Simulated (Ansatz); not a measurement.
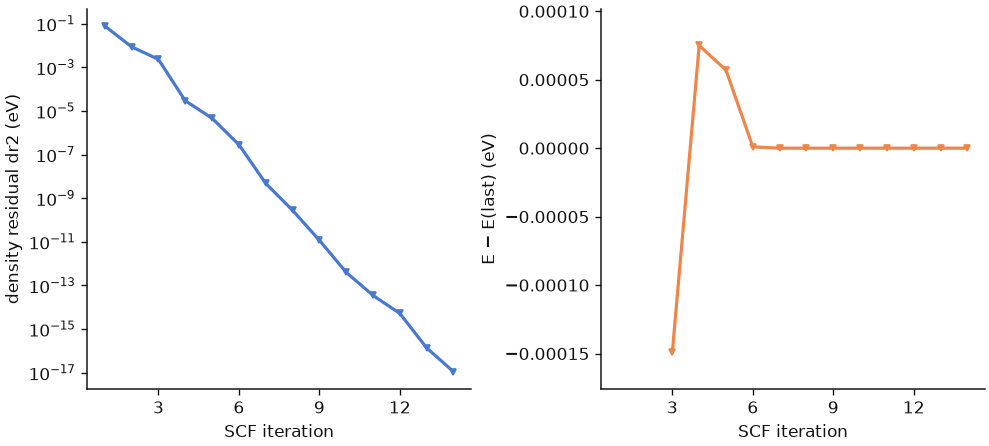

The plot shows the SCF iterations of a calculation: density residual dr2, Harris–Foulkes energy less its last value. The starting density is a sum of atomic densities corrected by a trained network. The first two energies lie far off the scale and aren't drawn.

Al (slab, 18 atoms in the cell), run with Ansatz.

```
crystal:
  lattice:
    - [2.82219797, 0.0, 0.0]
    - [0.0, 9.262059337, 0.0]
    - [0.0, 0.0, 24.776380546]
  atoms:
    - { symbol: Al, position: [0.5, 0.0, 0.3027076528] }
    - { symbol: Al, position: [0.5, 0.5, 0.3027076528] }
    - { symbol: Al, position: [0.0, 0.75, 0.3355897107] }
    - { symbol: Al, position: [0.5, 0.25, 0.3684717685] }
    - { symbol: Al, position: [0.0, 0.0, 0.4013538264] }
    - { symbol: Al, position: [0.0, 0.5, 0.4013538264] }
    - { symbol: Al, position: [0.5, 0.75, 0.4342358843] }
    - { symbol: Al, position: [0.0, 0.25, 0.4671179421] }
    - { symbol: Al, position: [0.5, 0.0, 0.5] }
    - { symbol: Al, position: [0.5, 0.5, 0.5] }
    - { symbol: Al, position: [0.0, 0.75, 0.5328820579] }
    - { symbol: Al, position: [0.5, 0.25, 0.5657641157] }
    - { symbol: Al, position: [0.0, 0.0, 0.5986461736] }
    - { symbol: Al, position: [0.0, 0.5, 0.5986461736] }
    - { symbol: Al, position: [0.5, 0.75, 0.6315282315] }
    - { symbol: Al, position: [0.0, 0.25, 0.6644102893] }
    - { symbol: Al, position: [0.5, 0.0, 0.6972923472] }
    - { symbol: Al, position: [0.5, 0.5, 0.6972923472] }
basis:
  ecutwfc: 500
kpoints:
  mp_grid: { grid: [12, 4, 1] }
hamiltonian:
  xc: r2scan
scf:
  occupations: { method: gaussian, width: 0.1 }
  convergence: { dr2_threshold: 1.0e-16 }
  max_iter: 75
output:
  forces: true
  eigenvalues: true
  stress: true
efield:
  axis: 3
  dipole_correction: true
  ramp_width: 0.04
```

Command:
```bash
ansatz run input.yaml --threads 2 --pin off --max-ram 5120MiB --backend cpu --events-out ev --progress --plain --runs-dir out
```

Q: Was self-consistency reached?

A: The run converged; it took 14 iterations. The residual falls at every step.

Q: Is anything amiss with this input?

A: The input holds an odd setting (a threshold meant to be out of reach), but it does no harm here: the energy lies within 1 meV per atom of a run with usual settings.
